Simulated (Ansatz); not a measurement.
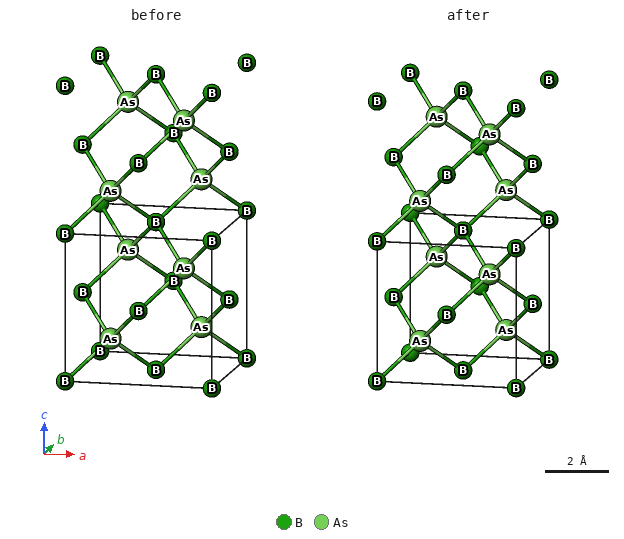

The structure of crystalline BAs (set up in F-43m) before (left) and after (right) a relaxation, at one scale.

A ball-and-stick model of the conventional cell (4 times the calculation's cell), repeated 1 × 1 × 2 with one cell outlined, seen slightly off an axis. Lengths and directions refer to the drawn axes.

Case: relaxed at 30 GPa.

Method: DFT PBE, scalar-relativistic, plane waves, PAW (Ansatz).

Input
```yaml
crystal:
  lattice:
    - [0.0, 2.4046443033, 2.4046443033]
    - [2.4046443033, 0.0, 2.4046443033]
    - [2.4046443033, 2.4046443033, 0.0]
  atoms:
    - { symbol: B, position: [0.0, 0.0, 0.0] }
    - { symbol: As, position: [0.75, 0.75, 0.75] }
basis:
  ecutwfc: 420
kpoints:
  mp_grid: { grid: [10, 10, 10] }
hamiltonian:
  xc: pbe
scf:
  occupations: { method: fixed }
output:
  forces: true
  stress: true
  eigenvalues: true
relax:
  adjacent_minimum: "off"
  f_tol: 0.001
  max_steps: 60
  cell: { stress_tol: 0.02, p_target: 30.0 }
```

Command:
```bash
ansatz run input.yaml --threads 1 --pin off --max-ram 3072MiB --backend cpu --events-out ev --progress --plain --runs-dir out
```

> What changed between the two?

The energy rises by 171 meV per atom in 4 accepted moves (6 points after the start). With the target pressure of 30 GPa, the enthalpy E + pV changes by −222 meV per atom. All forces vanish by symmetry, so only the cell relaxes. Pressure: 0.00 GPa at the start and 30.00 GPa at the end. The SCF was repeated twice at an unchanged geometry on a basis and grid sized afresh for the cell, which shifted the energy by 0.8 meV per atom at most. No atom moves by more than 0.005 Å relative to the cell. The drawn cell changes as follows: a = b = c 4.809 → 4.554 Å (−5.3 %); the volume changes by −15.1 %. Near-neighbour distances that change, for instance: B1–As2 2.082 → 1.972 Å. The space group stays F-43m (No. 216). Cost: 20 s on 1 thread of Intel(R) Xeon(R) Platinum 8259CL CPU @ 2.50GHz (Skylake/Cascade Lake), with other jobs on the host, peak memory 0.37 GiB.
